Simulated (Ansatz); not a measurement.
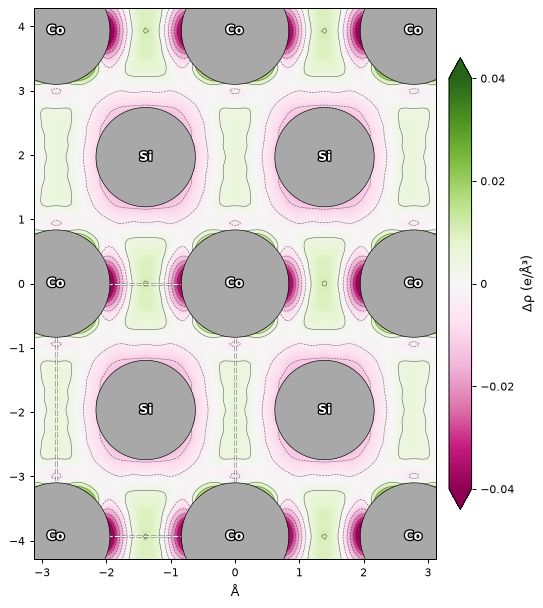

CoSi. Difference of the valence pseudo-densities of two functionals at the same geometry, on the (101̄) plane of the calculation cell: one of HSESOL and r2SCAN50 less the other.

Space group Pm-3m; a structure from a database of computed crystals, not necessarily the ambient phase; spin-polarised.

Both computed with Ansatz (plane waves, PAW), on the same k-point mesh. Grey discs cover the atomic cores.

```cif
data_structure
_symmetry_space_group_name_H-M 'P 1'
_symmetry_Int_Tables_number 1
_cell_length_a 2.7813
_cell_length_b 2.7813
_cell_length_c 2.7813
_cell_angle_alpha 90.000
_cell_angle_beta 90.000
_cell_angle_gamma 90.000
_cell_volume 21.52
loop_
_atom_site_label
_atom_site_type_symbol
_atom_site_fract_x
_atom_site_fract_y
_atom_site_fract_z
_atom_site_occupancy
Co1 Co 0.00000 0.00000 0.00000 1
Si1 Si 0.50000 0.50000 0.50000 1
```

### Which was subtracted from which, and what does the map show?

It is r2SCAN50 less HSESOL. Against HSESOL, r2SCAN50 gives less density around Co (−0.006 e/Å³ on average at 1.0 Å from the nucleus) and less density around Si (−0.007 e/Å³ on average at 0.9 Å from the nucleus).
